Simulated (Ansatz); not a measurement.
# From r2SCAN to G0W0: Cs3Bi2Br9 (P-3m1), part 2 of 3

How far does one-shot GW move the r2SCAN gap of Cs3Bi2Br9 (P-3m1)?

Ansatz 0.2.0; r2SCAN, then G0W0 on it, plane waves, PAW. Known limits of the many-body steps: finite bands, screening cutoff and k mesh; no spin-orbit coupling in G0W0; screening cutoff under 40 eV in some runs.

So far. Step 2 (The r2SCAN band structure): Over mesh and path the gap is 2.887 eV, from k = (0.067, 0.067, 0.000) to k = Γ. The least direct gap found is 2.892 eV, at k = Γ. On the 6×6×2 mesh alone the same run gives 2.891 eV, so that mesh misses an edge of r2SCAN: 2.891 − 2.887 = +0.004 eV.

### Step 3. The quasiparticle correction

G0W0 replaces the xc potential by a self-energy built once from the orbitals of the start. Levels are corrected in the window of bands that the input names, at points of the mesh.

This step: G0W0 on r2SCAN, plane waves, PAW.

The input, input.yaml:

```yaml
crystal:
  lattice:
    - [7.972, 0.0, 0.0]
    - [-3.986, 6.903954519, 0.0]
    - [0.0, 0.0, 9.867]
  atoms:
    - { symbol: Cs, position: [0.6666666667, 0.3333333333, 0.6669] }
    - { symbol: Cs, position: [0.3333333333, 0.6666666667, 0.3331] }
    - { symbol: Cs, position: [0.0, 0.0, 0.0] }
    - { symbol: Bi, position: [0.6666666667, 0.3333333333, 0.1918] }
    - { symbol: Bi, position: [0.3333333333, 0.6666666667, 0.8082] }
    - { symbol: Br, position: [0.5, 0.5, 0.0] }
    - { symbol: Br, position: [0.5, 0.0, 0.0] }
    - { symbol: Br, position: [0.0, 0.5, 0.0] }
    - { symbol: Br, position: [0.3353, 0.16765, 0.3394] }
    - { symbol: Br, position: [0.83235, 0.16765, 0.3394] }
    - { symbol: Br, position: [0.83235, 0.6647, 0.3394] }
    - { symbol: Br, position: [0.16765, 0.3353, 0.6606] }
    - { symbol: Br, position: [0.16765, 0.83235, 0.6606] }
    - { symbol: Br, position: [0.6647, 0.83235, 0.6606] }
kpoints:
  mp_grid: { grid: [3, 3, 2] }
hamiltonian:
  xc: r2scan
scf:
  occupations: { method: fixed }
gw:
  n_empty_bands: 1052
  ecut_chi: 90.0
  qp_bands: [v4, c4]
  qp_kpoints: band_edges
  screening: { model: contour_deformation }
```

The run is started by

```sh
$ ansatz run input.yaml --threads 2 --pin off --max-ram 92160MiB --backend cuda --events-out ev --progress --plain --runs-dir out --devices 1 --max-vram 13GiB  # rebuilt from the run's record
```

Numbers of over 12 decimals in the logs are rounded to 6 here.

The program printed:

```text
GPUs: using 1 of 1 available (devices: 1).
[...]
GPU FFT provider: cuFFT
GPU libraries: cuBLAS 13.8.2, cuFFT 12.4.0, cuSOLVER 12.3.4
Crystal: 14 atoms, lattice volume = 543.063 Å³
Basis set: ecut = 500 eV, 13781 PW (Γ), exchange–correlation on 240×240×288 points (64 copies of the dense FFT grid, shifted against one another)
Bands: 74, of which v1, the nominal top of the filled ones, is band 60 counted from 1 (59 counted from 0)
Symmetry: 12 space group operations
[...]
k-points: 6 of 18
[...]
GPU buffer pool allocated for 259200 grid points (all kernels)
[...]
SCF iter   1: F=—  HF=-67035.522711 eV  |F-HF|=—  |Δ(HF+E_count)|=         —  Δρ=2.76e-3  dr2=9.17e-2  dr2_τ=3.51e-2  ethr=1.77e-3  ⟨swp⟩=5.2  Hψ=1562  notcnv=0  defer=62
[...]
SCF iter   7: F=-67035.577472 eV  HF=-67035.577472 eV  |F-HF|=4.07e-10  |Δ(HF+E_count)|=   1.35e-7  Δρ=1.21e-6  dr2=1.33e-8  dr2_τ=6.98e-10  ethr=8.33e-11  ⟨swp⟩=21.0  Hψ=3028  notcnv=0
SCF 1 converged in 7 iterations: F = -67035.577472 eV  dr2 = 1.33e-8
[...]
NSCF: frozen V_eff on 6 k-points
the band table was solved once the SCF had ended and its energy, with any forces and stress, was formed, with the checks that follow a solve (1990 applications of the Hamiltonian). They found nothing against the state; the energy, forces and stress were not computed again (output.eigenvalues in the input reference)
[...]
G₀W₀ screening: q 1/6
[... further progress lines ...]
[...]
SCF converged after 7 iterations
Free energy (F): -67035.577472 eV
[...]
Internal energy: -67035.577472 eV  (E = F + TS)
E sigma→0 (E₀):  -67035.577472 eV
Fermi energy:    2.695269 eV
[...]
--- Band table (eV; the first three rows and the last of 6) ---
  k-point 0: bands = [... 56 lower, 1.8554, 1.8564, 1.9063, 2.6953, 5.5868, 6.2790, 6.2790, 7.4749, ... 10 higher]
  k-point 1: bands = [... 56 lower, 2.0375, 2.0375, 2.0401, 2.1887, 5.8059, 5.8059, 5.8407, 7.3656, ... 10 higher]
  k-point 2: bands = [... 56 lower, 1.7741, 1.8123, 2.0010, 2.5840, 6.0757, 6.2307, 6.3115, 7.3122, ... 10 higher]
  k-point 5: bands = [... 56 lower, 1.6827, 1.6827, 2.3296, 2.3296, 6.3752, 6.3752, 6.3996, 7.1100, ... 10 higher]
--- G₀W₀: contour deformation, 6 samples at zero and on the imaginary axis and 2 off it, 18 q-points, 1052 empty bands' worth ---
  eigenvalues of the whole cell's RPA ε∞ on this k-mesh (on a slab, of 1 + 4πα/V) = 3.3917, 3.3917, 3.3983; static W/v taken at q = 0 is 0.294626
  bands read: the sum over 1112 bands ends inside a degenerate multiplet in 1 slot, whose members it reads at an even weight; the widest, k=0: bands 1112 to 1113 (counted from 1) at 1/2 each
  gw.qp_kpoints: band_edges: 6 of 6 stored k-points solved, in 1 pass; an edge of the gap read off the rows below is read off those points alone
    ik  band        ε_KS         Σx   Σc(E_QP)       V_xc       Z   E_QP_lin       E_QP  E_QP is
     0    57      1.8554   -19.5961     2.4805   -16.2516  0.7732     0.9772     0.9915  root
     0    58      1.8564   -19.6062     2.5328   -16.1854  0.7723     0.9531     0.9685  root
     0    59      1.9063   -19.6070     2.5389   -16.1929  0.7672     1.0148     1.0312  root
     0    60      2.6953   -18.9022     1.2368   -17.1397  0.7909     2.1660     2.1696  root
     0    61      5.5868    -9.5728    -2.9670   -13.1473  0.8154     6.1983     6.1943  root
     0    62      6.2790   -10.7807    -3.0198   -14.5119  0.8043     6.9968     6.9904  root
     0    63      6.2790   -10.7807    -3.0198   -14.5119  0.8043     6.9968     6.9904  root
     0    64      7.4749    -9.6350    -3.4095   -13.7299  0.7964     8.1695     8.1603  root
     1    57      2.0375   -19.7874     2.4957   -16.4288  0.7719     1.1600     1.1746  root
     1    58      2.0375   -19.7874     2.4957   -16.4288  0.7719     1.1600     1.1746  root
     1    59      2.0401   -19.7864     2.4966   -16.4277  0.7714     1.1634     1.1781  root
     1    60      2.1887   -18.2097     1.2760   -16.3660  0.7903     1.6164     1.6210  root
     1    61      5.8059    -9.7830    -2.9790   -13.3933  0.8118     6.4418     6.4372  root
     1    62      5.8059    -9.7830    -2.9790   -13.3933  0.8118     6.4418     6.4372  root
     1    63      5.8407   -10.0218    -2.9982   -13.6789  0.8119     6.5046     6.4996  root
     1    64      7.3656    -9.7896    -3.3452   -13.7873  0.7983     8.0258     8.0180  root
     2    57      1.7741   -19.4366     2.5541   -15.9893  0.7683     0.8641     0.8810  root
     2    58      1.8123   -19.0319     2.0255   -16.2801  0.7750     1.0761     1.0860  root
     2    59      2.0010   -19.7157     2.4986   -16.3508  0.7713     1.1199     1.1348  root
     2    60      2.5840   -19.0254     1.3317   -17.1504  0.7893     2.0369     2.0408  root
     2    61      6.0757   -10.3056    -3.0204   -14.0004  0.8087     6.7556     6.7500  root
     2    62      6.2307   -10.5424    -3.0390   -14.2784  0.8056     6.9338     6.9276  root
     2    63      6.3115   -10.7097    -3.0793   -14.5085  0.8050     7.0377     7.0310  root
     2    64      7.3122    -9.9532    -3.3794   -14.0239  0.7950     8.0126     8.0034  root
     3    57      1.8032   -19.4997     2.5117   -16.1197  0.7684     0.9192     0.9350  root
     3    58      1.9447   -19.6622     2.5069   -16.2851  0.7709     1.0593     1.0745  root
     3    59      2.0628   -19.1139     1.8286   -16.6169  0.7782     1.3867     1.3944  root
     3    60      2.4106   -18.9253     1.3759   -16.9933  0.7886     1.8502     1.8545  root
     3    61      5.8060    -9.7779    -2.9888   -13.3920  0.8127     6.4358     6.4313  root
     3    62      6.2411   -10.5596    -3.0371   -14.2940  0.8055     6.9447     6.9385  root
     3    63      6.4240   -10.8729    -3.1004   -14.7140  0.8034     7.1722     7.1648  root
     3    64      7.5808   -10.4145    -3.4857   -14.6468  0.7869     8.3401     8.3273  root
     4    57      1.8611   -19.5759     2.5208   -16.1830  0.7693     0.9733     0.9890  root
     4    58      1.8611   -19.5759     2.5208   -16.1830  0.7693     0.9733     0.9890  root
     4    59      2.2756   -19.0335     1.5709   -16.8576  0.7845     1.6649     1.6705  root
     4    60      2.2756   -19.0335     1.5709   -16.8576  0.7845     1.6649     1.6705  root
     4    61      5.8500    -9.7691    -2.9951   -13.3860  0.8121     6.4764     6.4719  root
     4    62      6.4908   -11.0062    -3.1179   -14.8758  0.8021     7.2503     7.2425  root
     4    63      6.4908   -11.0062    -3.1179   -14.8758  0.8021     7.2503     7.2425  root
     4    64      7.7252   -10.6599    -3.5463   -14.9777  0.7822     8.5117     8.4967  root
     5    57      1.6827   -19.2853     2.5724   -15.8124  0.7659     0.7642     0.7822  root
     5    58      1.6827   -19.2853     2.5724   -15.8124  0.7659     0.7642     0.7822  root
     5    59      2.3296   -19.1525     1.5206   -17.0527  0.7853     1.7454     1.7504  root
     5    60      2.3296   -19.1525     1.5206   -17.0527  0.7853     1.7454     1.7504  root
     5    61      6.3752   -10.7723    -3.0928   -14.5938  0.8041     7.1110     7.1039  root
     5    62      6.3752   -10.7723    -3.0928   -14.5938  0.8041     7.1110     7.1039  root
     5    63      6.3996   -10.7698    -3.0734   -14.5639  0.8034     7.1273     7.1203  root
     5    64      7.1100    -9.7406    -3.3425   -13.7516  0.7974     7.7866     7.7785  root
```

The job ended after 65 s (1 × NVIDIA H100 80GB HBM3 (shared by 6 runs) with 2 threads of AMD EPYC 7R13 (Zen 3), shared host; peak memory 5.2 GiB; 1.8 min of CPU time).

Numbers from this step:

```
bands summed                                    : 1112
RPA ε∞ on this mesh (eigenvalues)               : 3.392, 3.392, 3.398
plane waves in the screening matrix             : 1059
q-points in the mesh                            : 18
G0W0 gap over the corrected points              : 4.025 eV
k of the valence top                            : 0, 0, 0
k of the conduction bottom                      : 0, 0, 0
starting gap on the mesh                        : 2.892 eV
Z at the valence top                            : 0.7909
Z at the conduction bottom                      : 0.8154
least direct G0W0 gap over the corrected points : 4.025 eV
```

Over all 6 irreducible mesh points the G0W0 gap is 4.025 eV, direct, at k = Γ. The r2SCAN gap of this run on the mesh is 2.892 eV. The two states that bound the G0W0 gap lie that far apart at the start, so the correction of the gap is 4.025 − 2.892 = +1.133 eV. The start of this run differs from the step before in mesh (6×6×2 and 3×3×2).

Labels follow the order of the start: v1 is the top filled band, c1 the lowest empty one; levels that stay degenerate share a row, the window can cut a multiplet, doubted levels are not marked in this list, bands outside the window were not corrected, and the list may be a part of the corrected levels. Levels before and after the correction, in eV, zero at the valence-band top of each column:

```
           conduction bottom  valence top
Kohn-Sham               2.89         0.00
     G0W0               4.02         0.00
```

```
             level  occupation  energy (eV)
Kohn-Sham     Γ v4           2       -0.840
Kohn-Sham     Γ v3           2       -0.839
Kohn-Sham     Γ v2           2       -0.789
Kohn-Sham     Γ v1           2        0.000
Kohn-Sham     Γ c1           0        2.892
Kohn-Sham  Γ c2-c3           0        3.584
Kohn-Sham     Γ c4           0        4.780
     G0W0     Γ v4           2       -1.178
     G0W0     Γ v3           2       -1.201
     G0W0     Γ v2           2       -1.138
     G0W0     Γ v1           2        0.000
     G0W0     Γ c1           0        4.025
     G0W0  Γ c2-c3           0        4.821
     G0W0     Γ c4           0        5.991
```

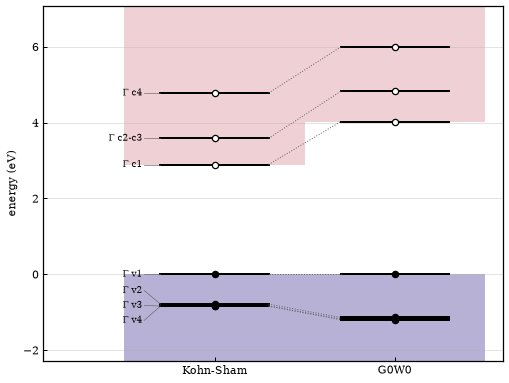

Levels before and after the correction. Shaded: valence and conduction bands. Filled marks are occupied levels, open marks empty ones.

The parts of the quasiparticle energy for the two states that bound the G0W0 gap, in eV on the run's own scale (QP = start + Σx + Σc − Vxc, with Σc at the quasiparticle energy):

```
             edge  k  band  start       Σx      Σc      Vxc      Z     QP
      valence top  Γ    60  2.695  −18.902   1.237  −17.140  0.791  2.170
conduction bottom  Γ    61  5.587   −9.573  −2.967  −13.147  0.815  6.194
```

(Continued in part 3 of 3.)

[Paths, hosts, dates, memory and timing lines, banners, echoed tables and standing remarks are left out of the program output.]

[Logs are printed without paths, hosts, clocks, repeated set-up lines and the standing remarks that a program may print on its own settings, such as how far it seeks lower states.]

[Runs of the session that timed out or met a known fault of the program may be left out.]

[Cells called generated may have been cut or substituted from an entry of the Crystallography Open Database or the Materials Project.]

[Hosts, paths, dates, database ids (printed as entryN), source tags and the programs' standing remarks are cut or masked in the printed files.]

[Where an RPA ε∞ is given, it is that of the G0W0 mesh and is not shown converged in it. Names of k-points follow the symmetry that the program found, which can be lower than the space group named. Band edges on a path are those of the sampled points; other points can move an edge, and change direct to indirect where valleys lie close.]

[Hybrid gaps are those of their k-mesh and are not shown converged in it.]
